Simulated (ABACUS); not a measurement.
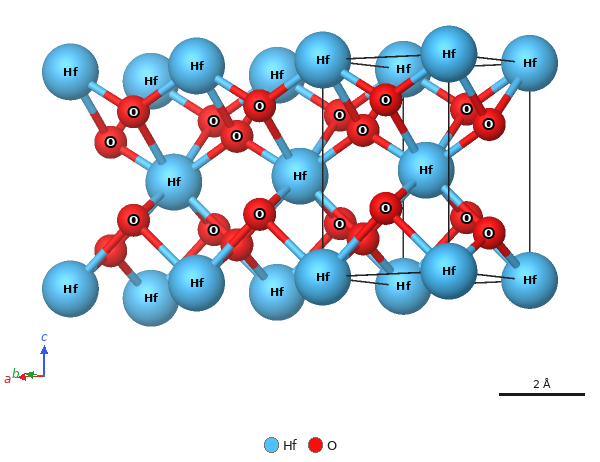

Figure 1. The input geometry (ball-and-stick view of the cell of the calculation, repeated 3 × 1 × 1, seen at an oblique angle). An atom can appear more than once, as a periodic image.

**Band-structure run, with input and output: HfO$_{2}$ (part 1 of 2)**

System: HfO$_{2}$ (P4₂/nmc, 6 atoms in the cell).
Method: Kohn-Sham DFT of a periodic cell, PBEsol, PseudoDojo NC SR 0.5 PBE stringent, no spin polarisation (ABACUS 3.10.1).

The structure derives from a Materials Project entry. It belongs to a series of runs on one base structure; here: bands on the converged density.

### Output
```
ABACUS v3.10.1

               Atomic-orbital Based Ab-initio Computation at UStc

 ------------------------------------------------------------------------------------

 READING GENERAL INFORMATION
                           global_out_dir = OUT.HfO2/
                           global_in_card = INPUT
                               pseudo_dir = ./
                              orbital_dir =
                                    DSIZE = 4
                                    GSIZE = 1

 READING UNITCELL INFORMATION
                                    ntype = 2
                  lattice constant (Bohr) = 1.88973
              lattice constant (Angstrom) = 1

 READING ATOM TYPE 1
                               atom label = Hf
                      L=0, number of zeta = 1
                      L=1, number of zeta = 1
                      L=2, number of zeta = 1
             number of atom for this type = 2

 READING ATOM TYPE 2
                               atom label = O
                      L=0, number of zeta = 1
                      L=1, number of zeta = 1
                      L=2, number of zeta = 1
             number of atom for this type = 4

                        TOTAL ATOM NUMBER = 6
DIRECT COORDINATES
    atom                   x                   y                   z     mag                  vx                  vy                  vz
taud_Hf1            0.0000000000        0.0000000000        0.0000000000  0.0000        0.0000000000        0.0000000000        0.0000000000
taud_Hf2            0.5000000000        0.5000000000        0.5000000000  0.0000        0.0000000000        0.0000000000        0.0000000000
taud_O1            0.0000000000        0.5000000000        0.1972078800  0.0000        0.0000000000        0.0000000000        0.0000000000
taud_O2            0.5000000000        0.0000000000        0.3027921200  0.0000        0.0000000000        0.0000000000        0.0000000000
taud_O3            0.5000000000        0.0000000000        0.8027921200  0.0000        0.0000000000        0.0000000000        0.0000000000
taud_O4            0.0000000000        0.5000000000        0.6972078800  0.0000        0.0000000000        0.0000000000        0.0000000000

                          Volume (Bohr^3) = 441.835
                             Volume (A^3) = 65.4731

 Lattice vectors: (Cartesian coordinate: in unit of a_0)
             +3.55802                  +0                  +0
                   +0            +3.55802                  +0
                   +0                  +0            +5.17186
 Reciprocal vectors: (Cartesian coordinate: in unit of 2 pi/a_0)
            +0.281055                  -0                  +0
                   -0           +0.281055                  -0
                   +0                  -0           +0.193354
 The esolver type has been set to : ksdft_pw

                PAO radial cut off (Bohr) = 7

 Read in pseudopotential file is Hf.upf
                     pseudopotential type = NC
          exchange-correlation functional = PBE
                 nonlocal core correction = 1
                        valence electrons = 26
                                     lmax = 3
                           number of zeta = 5
                     number of projectors = 8
                           L of projector = 0
                           L of projector = 0
                           L of projector = 1
                           L of projector = 1
                           L of projector = 2
                           L of projector = 2
                           L of projector = 3
                           L of projector = 3
 XC functional updated to : pbesol
          exchange-correlation functional = PBESOL
                PAO radial cut off (Bohr) = 7

 Read in pseudopotential file is O.upf
                     pseudopotential type = NC
          exchange-correlation functional = PBE
                 nonlocal core correction = 1
                        valence electrons = 6
                                     lmax = 2
                           number of zeta = 2
                     number of projectors = 5
                           L of projector = 0
                           L of projector = 0
                           L of projector = 1
                           L of projector = 1
                           L of projector = 2
 XC functional updated to : pbesol
          exchange-correlation functional = PBESOL
     initial pseudo atomic orbital number = 50

 SETUP THE ELECTRONS NUMBER
            electron number of element Hf = 26
      total electron number of element Hf = 52
             electron number of element O = 6
       total electron number of element O = 24
            AUTOSET number of electrons:  = 76
                           occupied bands = 38
                                   NBANDS = 52
                                   NLOCAL = 54

%%%%%%%%%%%%%%%%%%%%%%%%%%%%%%%%%%%%%%%%%%%%%%%%%%%%%%%%%%%%%%%%%%%%%%%%%%%%%%%%%%%%%%%%%%%%%%%%%%%%%%%%%%
 Warning: the number of valence electrons in pseudopotential > 4 for Hf: [Xe] 4f14 5d2 6s2
 Pseudopotentials with additional electrons can yield (more) accurate outcomes, but may be less efficient.
 If you're confident that your chosen pseudopotential is appropriate, you can safely ignore this warning.
%%%%%%%%%%%%%%%%%%%%%%%%%%%%%%%%%%%%%%%%%%%%%%%%%%%%%%%%%%%%%%%%%%%%%%%%%%%%%%%%%%%%%%%%%%%%%%%%%%%%%%%%%%

 SETUP THE PLANE WAVE BASIS
 energy cutoff for charge/potential (unit:Ry) = 528
            fft grid for charge/potential = [ 50, 50, 72 ]
                        fft grid division = [ 1, 1, 1 ]
        big fft grid for charge/potential = [ 50, 50, 72 ]
                                     nbxx = 180000
                                     nrxx = 180000

 SETUP PLANE WAVES FOR CHARGE/POTENTIAL
                    number of plane waves = 90547
                         number of sticks = 1893

 PARALLEL PW FOR CHARGE/POTENTIAL
     PROC   COLUMNS(POT)             PW
        1           1893          90547
 --------------- sum -------------------
        1           1893          90547
                            number of |g| = 5284
                                  max |g| = 47.7434
                                  min |g| = 0

----------- Double Check Mixing Parameters Begin ------------
mixing_type: broyden
mixing_beta: 0.7
mixing_gg0: 1
mixing_gg0_min: 0.1
mixing_ndim: 8
----------- Double Check Mixing Parameters End ------------

 SETUP K-POINTS
                                    nspin = 1
                                   nkstot = 57
K-POINTS DIRECT COORDINATES
 KPOINTS    DIRECT_X    DIRECT_Y    DIRECT_Z  WEIGHT
       1  0.00000000  0.00000000  0.00000000  1.0000
       2  0.00000000  0.08333333  0.00000000  1.0000
       3  0.00000000  0.16666667  0.00000000  1.0000
       4  0.00000000  0.25000000  0.00000000  1.0000
       5  0.00000000  0.33333333  0.00000000  1.0000
       6  0.00000000  0.41666667  0.00000000  1.0000
       7  0.00000000  0.50000000  0.00000000  1.0000
       8  0.08333333  0.50000000  0.00000000  1.0000
       9  0.16666667  0.50000000  0.00000000  1.0000
      10  0.25000000  0.50000000  0.00000000  1.0000
      11  0.33333333  0.50000000  0.00000000  1.0000
      12  0.41666667  0.50000000  0.00000000  1.0000
      13  0.50000000  0.50000000  0.00000000  1.0000
      14  0.41666667  0.41666667  0.00000000  1.0000
      15  0.33333333  0.33333333  0.00000000  1.0000
      16  0.25000000  0.25000000  0.00000000  1.0000
      17  0.16666667  0.16666667  0.00000000  1.0000
      18  0.08333333  0.08333333  0.00000000  1.0000
      19  0.00000000  0.00000000  0.00000000  1.0000
      20  0.00000000  0.00000000  0.08333333  1.0000
      21  0.00000000  0.00000000  0.16666667  1.0000
      22  0.00000000  0.00000000  0.25000000  1.0000
      23  0.00000000  0.00000000  0.33333333  1.0000
      24  0.00000000  0.00000000  0.41666667  1.0000
      25  0.00000000  0.00000000  0.50000000  1.0000
      26  0.00000000  0.08333333  0.50000000  1.0000
      27  0.00000000  0.16666667  0.50000000  1.0000
      28  0.00000000  0.25000000  0.50000000  1.0000
      29  0.00000000  0.33333333  0.50000000  1.0000
      30  0.00000000  0.41666667  0.50000000  1.0000
[... 27 further k points ...]

           k-point number in this process = 15
       minimum distributed K point number = 14

[... K-POINTS CARTESIAN COORDINATES: 15 rows ...]

[... K-POINTS DIRECT COORDINATES: 15 rows ...]

 SETUP PLANE WAVES FOR WAVE FUNCTIONS
     energy cutoff for wavefunc (unit:Ry) = 132
              fft grid for wave functions = [ 50, 50, 72 ]
                    number of plane waves = 13333
                         number of sticks = 529

 PARALLEL PW FOR WAVE FUNCTIONS
     PROC   COLUMNS(POT)             PW
        1            529          13333
 --------------- sum -------------------
        1            529          13333

 SETUP NONLOCAL PSEUDOPOTENTIALS IN PLANE WAVE BASIS
 Hf non-local projectors:
 projector 1 L=0
 projector 2 L=0
 projector 3 L=1
 projector 4 L=1
 projector 5 L=2
 projector 6 L=2
 projector 7 L=3
 projector 8 L=3
 O non-local projectors:
 projector 1 L=0
 projector 2 L=0
 projector 3 L=1
 projector 4 L=1
 projector 5 L=2
      TOTAL NUMBER OF NONLOCAL PROJECTORS = 116

 Init Non-Local PseudoPotential table :
 Init Non-Local-Pseudopotential done.

                                     npwx = 11334

 Make real space PAO into reciprocal space.
       max mesh points in Pseudopotential = 701
     dq(describe PAO in reciprocal space) = 0.01
                                    max q = 1383

 number of pseudo atomic orbitals for Hf is 5
WARNING: norm of atomic wavefunction # 4 of atomic type Hf is 0.996016, renormalized
WARNING: norm of atomic wavefunction # 5 of atomic type Hf is 0.993002, renormalized

 number of pseudo atomic orbitals for O is 2
WARNING: norm of atomic wavefunction # 2 of atomic type O is 0.999977, renormalized

 -------------------------------------------
 NONSELF-CONSISTENT
 -------------------------------------------
                                 init_chg = file
 try to read charge from file
 Read in the charge density: OUT.HfO2//HfO2-CHARGE-DENSITY.restart

 PW ALGORITHM --------------- ION=   1  ELEC=   1--------------------------------

 k(1/57) Iter steps (avg)=14 threshold=1e-07

 k(2/57) Iter steps (avg)=13 threshold=1e-07

 k(3/57) Iter steps (avg)=12 threshold=1e-07
 k(4/57) Iter steps (avg)=12 threshold=1e-07
 k(5/57) Iter steps (avg)=10 threshold=1e-07
 k(6/57) Iter steps (avg)=9 threshold=1e-07

 k(7/57) Iter steps (avg)=8 threshold=1e-07
 k(8/57) Iter steps (avg)=9 threshold=1e-07

 k(9/57) Iter steps (avg)=9 threshold=1e-07
 k(10/57) Iter steps (avg)=10 threshold=1e-07
 k(11/57) Iter steps (avg)=10 threshold=1e-07
 k(12/57) Iter steps (avg)=12 threshold=1e-07
 k(13/57) Iter steps (avg)=10 threshold=1e-07
 k(14/57) Iter steps (avg)=11 threshold=1e-07
 k(15/57) Iter steps (avg)=11 threshold=1e-07
[... levels at 15 k points of this process ...]

 Density error is 0.00000000000
                          Error Threshold = 1.00000000000e-07
----------------------------------------------------------
     Energy           Rydberg                 eV
----------------------------------------------------------
 E_KohnSham     -1268.1817137568     -17254.4974064975
 E_KS(sigma->0) -1268.1817137568     -17254.4974064975
 E_Harris       -1268.1817137568     -17254.4974064975
 E_band         4.2185488274         57.3963013432
 E_one_elec     -654.1466042258      -8900.1211448214
 E_Hartree      414.1031432575       5634.1623080117
 E_xc           -195.5625880695      -2660.7655133720
 E_Ewald        -832.5756647190      -11327.7730563158
 E_entropy(-TS) -0.0000000000        -0.0000000000
 E_descf        0.0000000000         0.0000000000
 E_exx          0.0000000000         0.0000000000
 E_Fermi        1.1656892412         15.8600157774
----------------------------------------------------------

 charge density convergence is achieved
 final etot is -17254.497406 eV
 EFERMI = 15.860015777 eV

 STATE ENERGY(eV) AND OCCUPATIONS    NSPIN == 1
 1/15 kpoint (Cartesian) = 0.0000 0.0000 0.0000 (11299 pws)
       1       -45.5932      0.0350877
       2       -45.5759      0.0350877
       3       -14.7077      0.0350877
       4       -14.3291      0.0350877
       5       -14.3291      0.0350877
       6       -14.2619      0.0350877
       7       -14.2139      0.0350877
       8       -14.2139      0.0350877
       9       -3.51495      0.0350877
      10       -1.87251      0.0350877
      11       -1.51164      0.0350877
      12       -1.01932      0.0350877
      13        4.79349      0.0350877
      14        4.79387      0.0350877
      15        4.79387      0.0350877
      16        4.80925      0.0350877
      17        4.80925      0.0350877
      18        4.84310      0.0350877
      19        4.85820      0.0350877
      20        4.85820      0.0350877
      21        4.86192      0.0350877
      22        4.86908      0.0350877
      23        4.87064      0.0350877
      24        4.88018      0.0350877
      25        4.88018      0.0350877
      26        5.06715      0.0350877
      27        9.12650      0.0350877
      28        9.70673      0.0350877
      29        9.91902      0.0350877
      30        9.91902      0.0350877
      31        11.8912      0.0350877
      32        11.8912      0.0350877
      33        13.2167      0.0350877
      34        13.2167      0.0350877
      35        13.8516      0.0350877
      36        14.4285      0.0350877
      37        14.4786      0.0350877
      38        14.4786      0.0350877
      39        19.1744    5.71309e-31
      40        19.2008    3.36571e-31
      41        20.4484    4.91113e-42
      42        20.6797    4.80605e-44
      43        20.9409    2.58851e-46
      44        22.0861    2.92171e-56
      45        23.6185    1.43249e-69
      46        23.6185    1.43249e-69
      47        25.4361    2.33413e-85
      48        25.4361    2.33413e-85
      49        25.9432        0.00000
      50        28.2105        0.00000
      51        28.2694        0.00000
      52        29.2486        0.00000
```
